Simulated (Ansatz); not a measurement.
## Single-point calculation, with input and output: Ru (part 2 of 2)

Continued. System: Ru (slab, 16 atoms in the cell). Method: DFT PBE, scalar-relativistic, plane waves, PAW, no spin polarisation (Ansatz 0.2.0); cutoff 420 eV, 4×4×1 k-mesh, Gaussian smearing of 0.1 eV. The structure derives from an entry of the Crystallography Open Database. It belongs to a series of runs on one base structure; here: the slab at its places in the relaxed adsorbed structure.

Geometry of the input (Å; fractional positions):
```
5.4401  0.0000  0.0000
-2.7200  4.7112  0.0000
0.0000  0.0000  25.0896
Ru 0.3333  0.1667  0.3189
Ru 0.3333  0.6667  0.3189
Ru 0.8333  0.1667  0.3189
Ru 0.8333  0.6667  0.3189
Ru 0.1667  0.3333  0.4045
Ru 0.1667  0.8333  0.4045
Ru 0.6667  0.3333  0.4045
Ru 0.6667  0.8333  0.4045
Ru 0.3367  0.1684  0.4904
Ru 0.3334  0.6668  0.4904
Ru 0.8316  0.1684  0.4904
Ru 0.8317  0.6635  0.4904
Ru 0.1644  0.3289  0.5719
Ru 0.1644  0.8359  0.5719
Ru 0.6668  0.3337  0.5751
Ru 0.6713  0.8359  0.5719
```

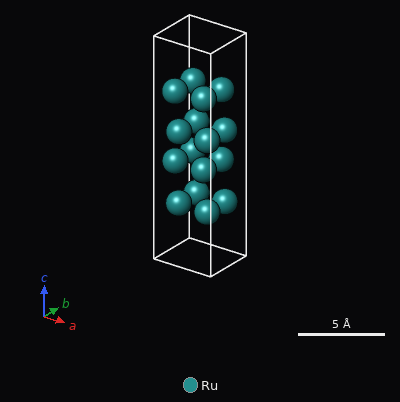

**Figure 1.** The structure as given in the input (spheres-only view of the cell of the calculation, with the vacuum cut short, seen slightly off an axis). An atom can appear more than once, as a periodic image.

### Output, continued
```
--- Forces (eV/Å), atoms counted from 1 ---
  atom   1  Ru     0.03477763     0.01938623     0.69369041
  atom   2  Ru    -0.00005081    -0.00001368     0.79735791
  atom   3  Ru    -0.03460631     0.01954372     0.69348304
  atom   4  Ru     0.00022182    -0.04007728     0.69324176
  atom   5  Ru    -0.00021498    -0.02460045    -0.71696994
  atom   6  Ru    -0.02343118     0.01445056    -0.71889605
  atom   7  Ru    -0.00066754     0.00292912    -0.78968938
  atom   8  Ru     0.02279417     0.01427417    -0.71908474
  atom   9  Ru    -0.04421736    -0.02008093    -0.01932310
  atom  10  Ru    -0.00181348    -0.00084632    -0.06334411
  atom  11  Ru     0.04302923    -0.01959921    -0.01795468
  atom  12  Ru    -0.00046747     0.04772232    -0.02203047
  atom  13  Ru     0.00113629     0.12319963     0.26147730
  atom  14  Ru     0.10908058    -0.06601312     0.25781327
  atom  15  Ru     0.00115126    -0.00423101    -0.58825882
  atom  16  Ru    -0.10672161    -0.06604416     0.25847056
  max |Σ_I F_I| component: 1.71e-5 eV/Å
--- Band table (eV; the first three rows and the last of 10) ---
  k-point 0: bands = ["-68.5090", "-68.3867", "-68.3818", "-68.3814", "-68.3813", "-68.2969", "-68.2969", "-68.2943", "-68.0036", "-67.9235", "-67.9232", "-67.9186", "-67.8612", "-67.8275", "-67.8228", "-67.8228", "-38.8829", "-38.8827", "-38.8783", "-38.8376", "-38.7895", "-38.7845", "-38.7845", "-38.5149", "-38.5147", "-38.5116", "-38.4109", "-38.3928", "-38.3928", "-38.3904", "-38.2886", "-38.2838", "-38.2837", "-38.1477", "-38.1475", "-38.1474", "-38.1285", "-38.1271", "-38.1270", "-38.0880", "-38.0879", "-38.0466", "-38.0466", "-38.0419", "-37.9721", "-37.9719", "-37.9053", "-37.9024", "-37.9020", "-37.8509", "-37.8101", "-37.8100", "-37.8100", "-37.7687", "-37.7499", "-37.7198", "-37.7196", "-37.6563", "-37.6563", "-37.6558", "-37.5709", "-37.5709", "-37.4958", "-37.4957", "-2.7434", "-1.5432", "-1.3054", "-1.3051", "-1.2979", "-1.2157", "-1.1990", "-1.1988", "-1.1438", "-1.0392", "-1.0300", "-1.0299", "-0.7867", "-0.2479", "-0.2322", "-0.2322", "0.1805", "0.1858", "0.1862", "0.2815", "0.2816", "0.2989", "0.9908", "0.9911", "1.0074", "1.8798", "1.8799", "1.9832", "2.0140", "2.0144", "2.0763", "2.0764", "2.1645", "2.1843", "2.1848", "2.1853", "2.2845", "2.6446", "2.6451", "2.8110", "2.8111", "2.9841", "3.1845", "3.2264", "3.2273", "3.3437", "3.3837", "3.3846", "3.7095", "3.7103", "3.7185", "3.8889", "3.8897", "4.8222", "4.8469", "4.8474", "4.8685", "4.8709", "4.8719", "4.8880", "4.8963", "4.8966", "5.6808", "5.6820", "5.7369", "5.7375", "5.7620", "5.8750", "5.8759", "5.9129", "6.0650", "6.0655", "6.0738", "6.0739", "6.0817", "6.1112", "6.2814", "6.2817", "6.2817", "6.6631", "6.6774", "6.6776", "6.7457", "6.7457", "6.7464", "7.1160", "7.1190", "7.1198", "7.9201", "7.9205"]
  k-point 1: bands = ["-68.4913", "-68.4027", "-68.3844", "-68.3815", "-68.3691", "-68.3082", "-68.2969", "-68.2950", "-67.9916", "-67.9327", "-67.9232", "-67.9049", "-67.8641", "-67.8386", "-67.8255", "-67.8228", "-38.8301", "-38.8268", "-38.8059", "-38.7748", "-38.7424", "-38.7398", "-38.7235", "-38.5115", "-38.5000", "-38.4987", "-38.4247", "-38.3960", "-38.3876", "-38.3384", "-38.3136", "-38.3099", "-38.2568", "-38.2067", "-38.2049", "-38.1746", "-38.1194", "-38.1066", "-38.1053", "-38.0996", "-38.0988", "-38.0882", "-38.0248", "-38.0231", "-38.0053", "-37.9943", "-37.8923", "-37.8858", "-37.8731", "-37.8392", "-37.8047", "-37.8042", "-37.8036", "-37.7943", "-37.7861", "-37.7671", "-37.7094", "-37.7089", "-37.7052", "-37.6613", "-37.6330", "-37.5934", "-37.5932", "-37.5195", "-2.2145", "-1.1371", "-1.0595", "-0.9489", "-0.9160", "-0.8988", "-0.8656", "-0.8507", "-0.7190", "-0.7141", "-0.6480", "-0.6390", "-0.2817", "-0.0490", "0.1683", "0.1700", "0.3708", "0.4074", "0.4132", "0.5159", "0.5222", "0.5267", "1.1090", "1.1924", "1.2006", "1.3799", "1.5909", "1.7113", "1.7166", "1.7560", "2.1362", "2.1455", "2.1970", "2.2043", "2.2753", "2.3328", "2.3875", "2.4141", "2.6359", "2.6608", "2.7922", "2.9213", "2.9462", "3.0226", "3.0820", "3.0958", "3.1366", "3.1615", "3.2558", "3.4823", "3.5070", "3.5236", "3.8571", "3.9741", "4.0007", "4.0129", "4.1471", "4.3416", "4.3875", "4.4391", "4.6560", "4.7377", "4.7418", "4.7929", "5.1239", "5.3159", "5.3459", "5.3575", "5.3978", "5.4559", "5.5042", "5.5157", "5.6733", "5.7557", "5.8473", "5.8767", "5.8808", "5.9024", "5.9907", "6.0189", "6.1122", "6.1301", "6.3685", "6.3745", "6.4025", "6.8798", "7.6291", "8.1515", "8.2941", "8.3025"]
  k-point 2: bands = ["-68.4502", "-68.4449", "-68.3847", "-68.3815", "-68.3391", "-68.3373", "-68.2968", "-68.2951", "-67.9706", "-67.9513", "-67.9232", "-67.8734", "-67.8701", "-67.8667", "-67.8258", "-67.8228", "-38.7524", "-38.7440", "-38.7271", "-38.7141", "-38.6894", "-38.6869", "-38.5633", "-38.5601", "-38.5309", "-38.5213", "-38.3995", "-38.3844", "-38.3733", "-38.3644", "-38.3131", "-38.3103", "-38.2906", "-38.2863", "-38.2554", "-38.2425", "-38.1954", "-38.1817", "-38.0624", "-38.0537", "-38.0518", "-38.0431", "-37.9831", "-37.9827", "-37.9424", "-37.9158", "-37.8965", "-37.8773", "-37.8568", "-37.8507", "-37.8475", "-37.8286", "-37.8235", "-37.8146", "-37.8030", "-37.8025", "-37.7759", "-37.7753", "-37.7676", "-37.7647", "-37.6640", "-37.6363", "-37.5794", "-37.5736", "-1.1777", "-1.1662", "-0.5058", "-0.4978", "-0.4806", "-0.4768", "-0.2873", "-0.2740", "-0.2401", "-0.2347", "0.1436", "0.1661", "0.3002", "0.3099", "0.3143", "0.3427", "0.5721", "0.5825", "0.6507", "0.6642", "0.9410", "0.9724", "1.0738", "1.1221", "1.2527", "1.2826", "1.3677", "1.3818", "1.6241", "1.6732", "1.9308", "1.9378", "1.9628", "2.0103", "2.2127", "2.2395", "2.4594", "2.5041", "2.5816", "2.6613", "2.6828", "2.7255", "2.7704", "2.8340", "2.8537", "2.8939", "2.8947", "2.9075", "3.0107", "3.0444", "3.0502", "3.0761", "3.1062", "3.1307", "3.1412", "3.1489", "3.7056", "3.7131", "4.0342", "4.0782", "4.0862", "4.1410", "4.1555", "4.1950", "4.6176", "4.6860", "4.7024", "4.7626", "4.7775", "4.7875", "4.8602", "4.9065", "5.0605", "5.0725", "5.6176", "5.6708", "5.6728", "5.7124", "6.1849", "6.1898", "6.2190", "6.2207", "6.2741", "6.3101", "6.3519", "6.3541", "8.4548", "8.5080", "8.5850", "8.5901"]
  k-point 9: bands = ["-68.4503", "-68.4448", "-68.3847", "-68.3815", "-68.3391", "-68.3373", "-68.2968", "-68.2951", "-67.9707", "-67.9509", "-67.9234", "-67.8735", "-67.8701", "-67.8667", "-67.8258", "-67.8228", "-38.7522", "-38.7442", "-38.7272", "-38.7143", "-38.6893", "-38.6869", "-38.5634", "-38.5600", "-38.5313", "-38.5216", "-38.3994", "-38.3839", "-38.3733", "-38.3640", "-38.3132", "-38.3103", "-38.2905", "-38.2862", "-38.2555", "-38.2424", "-38.1956", "-38.1817", "-38.0622", "-38.0537", "-38.0519", "-38.0432", "-37.9829", "-37.9825", "-37.9425", "-37.9157", "-37.8966", "-37.8771", "-37.8572", "-37.8507", "-37.8475", "-37.8286", "-37.8235", "-37.8146", "-37.8030", "-37.8025", "-37.7759", "-37.7753", "-37.7677", "-37.7647", "-37.6641", "-37.6362", "-37.5795", "-37.5735", "-1.1778", "-1.1660", "-0.5063", "-0.4973", "-0.4805", "-0.4764", "-0.2879", "-0.2745", "-0.2398", "-0.2345", "0.1431", "0.1657", "0.2998", "0.3093", "0.3145", "0.3428", "0.5721", "0.5831", "0.6500", "0.6644", "0.9405", "0.9725", "1.0729", "1.1224", "1.2527", "1.2834", "1.3680", "1.3823", "1.6236", "1.6734", "1.9302", "1.9379", "1.9626", "2.0109", "2.2136", "2.2409", "2.4588", "2.5044", "2.5802", "2.6612", "2.6833", "2.7262", "2.7697", "2.8343", "2.8538", "2.8945", "2.8951", "2.9075", "3.0104", "3.0446", "3.0499", "3.0756", "3.1059", "3.1310", "3.1419", "3.1489", "3.7055", "3.7135", "4.0333", "4.0787", "4.0856", "4.1410", "4.1554", "4.1958", "4.6170", "4.6865", "4.7012", "4.7626", "4.7773", "4.7875", "4.8594", "4.9069", "5.0601", "5.0725", "5.6179", "5.6715", "5.6733", "5.7126", "6.1851", "6.1894", "6.2188", "6.2208", "6.2745", "6.3117", "6.3520", "6.3537", "8.4538", "8.5077", "8.5850", "8.5902"]
```

### Results in brief

| quantity | value |
| --- | --- |
| outcome | converged |
| electrons treated | 256 |
| free energy | −94050.4343 eV |
| work function, top face | 4.93 eV |
| work function, bottom face | 4.99 eV |
| Fermi energy | 4.732 eV |
| gap on the k-point mesh | none (metallic) |
| work function (upper face) | 4.93 eV |
| largest force (length of the vector) | 0.797 eV/Å |
| hardware | 4 threads of Intel Xeon @ 2.90GHz (Ice Lake), 32 GiB of memory available, shared host |
| wall time | 16 s (CPU time 62 s) |
| peak memory | 2.2 GiB |
